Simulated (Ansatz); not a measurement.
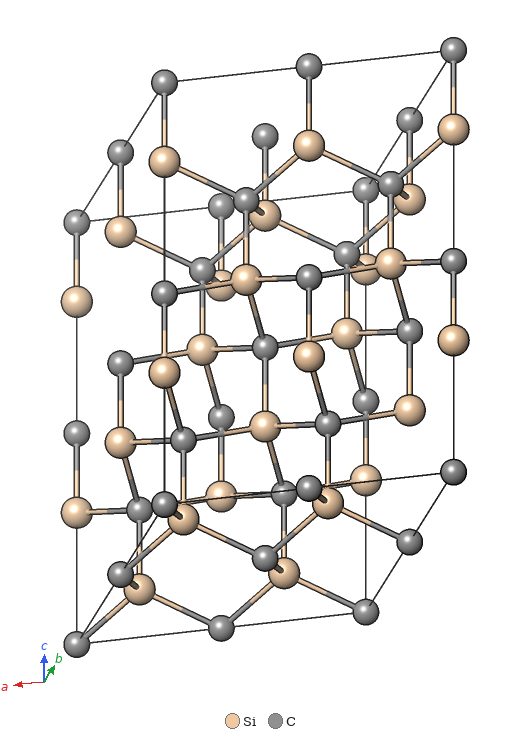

View from a general direction, drawn as a ball-and-stick model. The simulation cell is outlined; an atom on or near a face, edge or corner is repeated at each equivalent position.

The program read this input:
```yaml
crystal:
  lattice:
    - [3.0941201761, -5.3591733614, 0.0]
    - [-6.1882403623, 5.8e-09, 0.0]
    - [0.0, 0.0, -10.1293391959]
  atoms:
    - { symbol: Si, position: [0.3333333333, 0.1666666667, 0.0621558122] }
    - { symbol: Si, position: [0.8333333333, 0.1666666667, 0.0621558122] }
    - { symbol: Si, position: [0.3333333333, 0.6666666667, 0.0621558122] }
    - { symbol: Si, position: [0.8333333333, 0.6666666667, 0.0621558122] }
    - { symbol: Si, position: [0.1666666667, 0.3333333333, 0.5621558122] }
    - { symbol: Si, position: [0.6666666667, 0.3333333333, 0.5621558122] }
    - { symbol: Si, position: [0.1666666667, 0.8333333333, 0.5621558122] }
    - { symbol: Si, position: [0.6666666667, 0.8333333333, 0.5621558122] }
    - { symbol: Si, position: [0.5, 0.0, 0.3121004435] }
    - { symbol: Si, position: [1.0, 0.0, 0.3121004435] }
    - { symbol: Si, position: [0.5, 0.5, 0.3121004435] }
    - { symbol: Si, position: [1.0, 0.5, 0.3121004435] }
    - { symbol: Si, position: [0.0, 0.5, 0.8121004435] }
    - { symbol: Si, position: [0.5, 0.5, 0.8121004435] }
    - { symbol: Si, position: [0.0, 1.0, 0.8121004435] }
    - { symbol: Si, position: [0.5, 1.0, 0.8121004435] }
    - { symbol: C, position: [0.3333333333, 0.1666666667, 0.2501925542] }
    - { symbol: C, position: [0.8333333333, 0.1666666667, 0.2501925542] }
    - { symbol: C, position: [0.3333333333, 0.6666666667, 0.2501925542] }
    - { symbol: C, position: [0.8333333333, 0.6666666667, 0.2501925542] }
    - { symbol: C, position: [0.1666666667, 0.3333333333, 0.7501925542] }
    - { symbol: C, position: [0.6666666667, 0.3333333333, 0.7501925542] }
    - { symbol: C, position: [0.1666666667, 0.8333333333, 0.7501925542] }
    - { symbol: C, position: [0.6666666667, 0.8333333333, 0.7501925542] }
    - { symbol: C, position: [0.0, 0.0, 0.4995521901] }
    - { symbol: C, position: [0.5, 0.0, 0.4995521901] }
    - { symbol: C, position: [0.0, 0.5, 0.4995521901] }
    - { symbol: C, position: [0.5, 0.5, 0.4995521901] }
    - { symbol: C, position: [0.5, 0.5, 0.9995521901] }
    - { symbol: C, position: [1.0, 0.5, 0.9995521901] }
    - { symbol: C, position: [0.5, 1.0, 0.9995521901] }
    - { symbol: C, position: [1.0, 1.0, 0.9995521901] }
basis:
  ecutwfc: 420
  xc_grid: 2
kpoints:
  mp_grid: { grid: [4, 4, 2], shift: [0.0, 0.0, 0.0] }
hamiltonian:
  xc: pbe
scf:
  occupations: { method: gaussian, width: 0.01 }
output:
  forces: true
  stress: true
  eigenvalues: true
  write_density: true
  write_potential: true
  elf: true
  volumetric_format: npy
```
Run as:
```sh
ansatz run input.yaml --threads 4 --pin off --max-ram 8192MiB --backend cpu --events-out ev --progress --plain --runs-dir out
```

Method used: DFT PBE, scalar-relativistic, plane waves, PAW (Ansatz). It ran with a cutoff energy of 420 eV, a 4×4×2 k-point grid, Gaussian smearing of 0.01 eV, no spin polarisation.

What is the band gap, if any?

A semiconductor at this level, with a gap of 2.22 eV on the k-mesh (the true edges may lie between mesh points, so the gap can be somewhat smaller).

Under what pressure is the structure?

The computed pressure is 0.0 GPa, close to zero.

The starting point was a structure listed in the Materials Project. Earlier steps of the study may have refined or changed the cell and positions. It was run through Ansatz as a DFT input.
